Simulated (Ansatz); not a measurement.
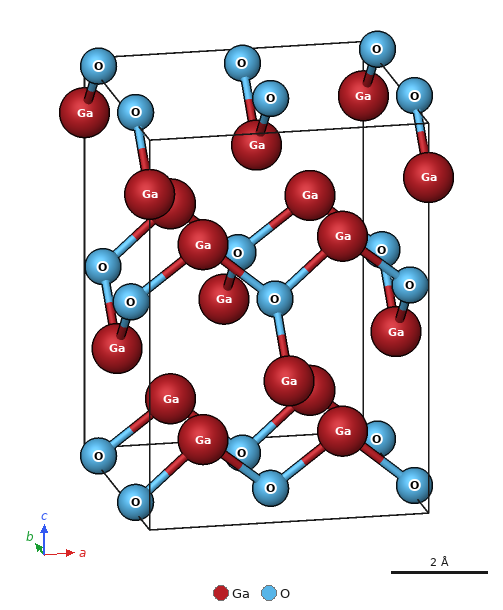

This ball-and-stick model is shown slightly off an axis. Thin lines show the conventional unit cell, with boundary atoms drawn in all their periodic places. Cell: a = 5.98 Å, b = 6.36 Å, c = 8.50 Å, α = 90.00°, β = 90.00°, γ = 90.00°.

The structure was taken from a random cell made by a generator, so it need not be a real form of the compound. Earlier steps of the study may have refined or changed the cell and positions. It was run through Ansatz as a DFT input.

Describe the arrangement of the atoms.

Formula: Ga₃O₂. The atoms follow space group Fmm2 (No. 42); the Bravais lattice is face-centred orthorhombic. With Z = 4, the cell contains 12 Ga, 8 O. The neighbours of Ga are two O in a bent arrangement at about 1.9 Å. O is linked to three Ga at about 1.9 Å. The bonds build Ga3O2 layers parallel to (001).

Level of theory and settings: Ansatz, DFT PBE, scalar-relativistic, plane waves, PAW, wavefunction cutoff 420 eV, k-points about 0.16 Å⁻¹ apart, Gaussian smearing of 0.1 eV, no spin polarisation.

How large a gap does the method give, if there is one?

A metal: bands cross the Fermi level.

What does a Bader analysis give?

Ga +0.79 to +0.83 e; O -1.22 e.

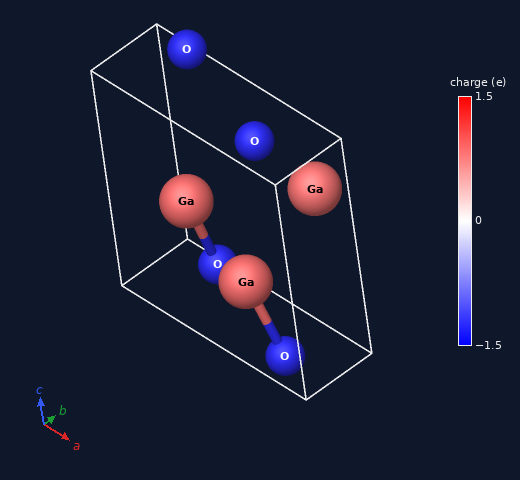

The atoms coloured by those charges. The run's cell of 5 atoms is drawn in a reduced setting, so axes and origin can differ from the first picture.

Can this geometry be taken as optimised?

Yes. All forces vanish to within 0.01 eV/Å. The pressure is 0.0 GPa, close to zero.
